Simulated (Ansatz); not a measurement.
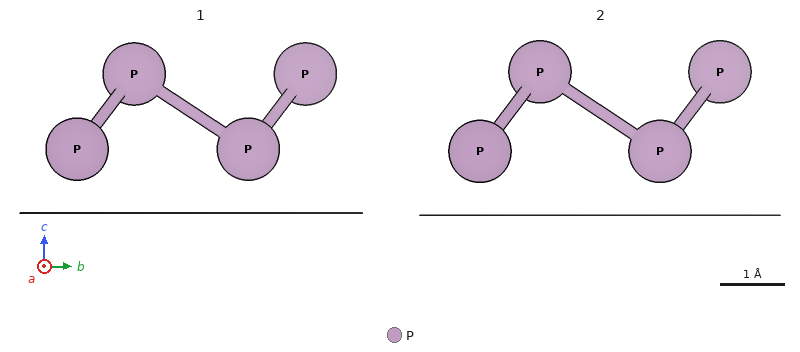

Two geometries of a slab of composition P (coarse preliminary run), drawn at one scale. One is the start of a relaxation, the other its converged end. The picture is a ball-and-stick view of the 3 × 2 repeat of the cell, outlined in the plane, without the vacuum, seen along the a axis.

These are results of DFT PBE+D3(BJ), scalar-relativistic, plane waves, PAW (Ansatz 0.2.0), not measurements. Settings: plane-wave cutoff 420 eV; k-point mesh 9 × 9 × 1; occupations gaussian; smearing width 0.1 eV; no spin polarisation; cell and atoms relaxed; force threshold 0.05 eV/Å; at most 80 steps.

**Which geometry has the lower energy?**

Structure 2 is the relaxed one. The largest moves relative to the cell and the layer's centre, 0.034 Å, are those of P atoms. In the plane the drawn cell goes a 9.287 → 9.762 Å (+5.1 %), b 6.191 → 6.508 Å (+5.1 %). Near-neighbour distances that change, for instance: P–P 2.140 → 2.254 Å. The energy falls by 0.246 eV per cell of the calculation in 5 accepted moves (7 points after the start). Largest force component: 2.1 eV/Å at the start, 0.00026 eV/Å at the end. The SCF was repeated twice at an unchanged geometry on a basis and grid sized afresh for the cell, which shifted the energy by 1.5 meV per cell of the calculation at most. The run took about 19 core-seconds on a shared host.
